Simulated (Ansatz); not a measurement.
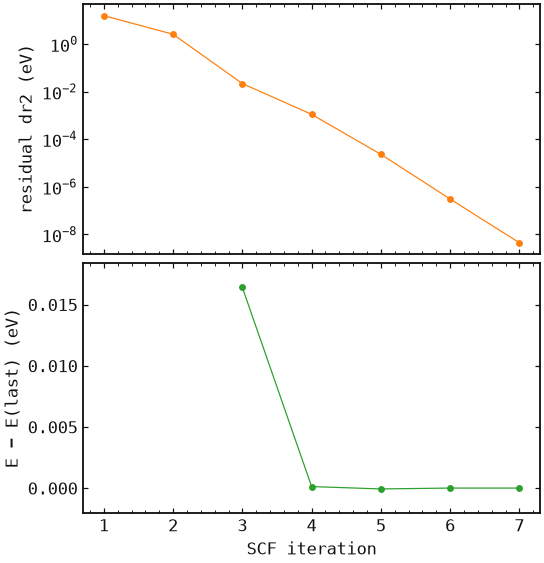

The plot shows the SCF iterations of a calculation: density residual dr2, Harris–Foulkes energy less its last value. The starting density is a sum of atomic densities corrected by a trained network. The first two energies lie far off the scale and aren't drawn.

AlN (4 atoms in the cell, total charge +4), run with Ansatz.

```
crystal:
  lattice:
    - [3.3764292692, 0.0, 0.0]
    - [-1.6882146346, 2.9240735212, 0.0]
    - [0.0, 0.0, 4.4376194902]
  atoms:
    - { symbol: Al, position: [0.3333333333, 0.6666666667, 0.75] }
    - { symbol: Al, position: [0.6666666667, 0.3333333333, 0.25] }
    - { symbol: "N", position: [0.3333333333, 0.6666666667, 0.25] }
    - { symbol: "N", position: [0.6666666667, 0.3333333333, 0.75] }
basis:
  ecutwfc: 420
kpoints:
  mp_grid: { grid: [9, 9, 6] }
hamiltonian:
  xc: pbe
scf:
  occupations: { method: gaussian, width: 0.02 }
  max_iter: 100
output:
  forces: true
  eigenvalues: true
  stress: true
total_charge: 4
```

Launched with:
```bash
ansatz run input.yaml --threads 1 --pin off --max-ram 2560MiB --backend cpu --events-out ev --progress --plain --runs-dir out
```

How did this run end?

Answer. It converged, after 7 iterations. The residual falls at every step.

Read the residual at the first and at the last step drawn.

Answer. It starts near 20 and ends near 4 × 10⁻⁹ eV.

Is anything amiss with this input?

Answer. The input holds a fault (a charge that the system can't hold). The SCF closed all the same, which doesn't make the results meaningful for the real system.
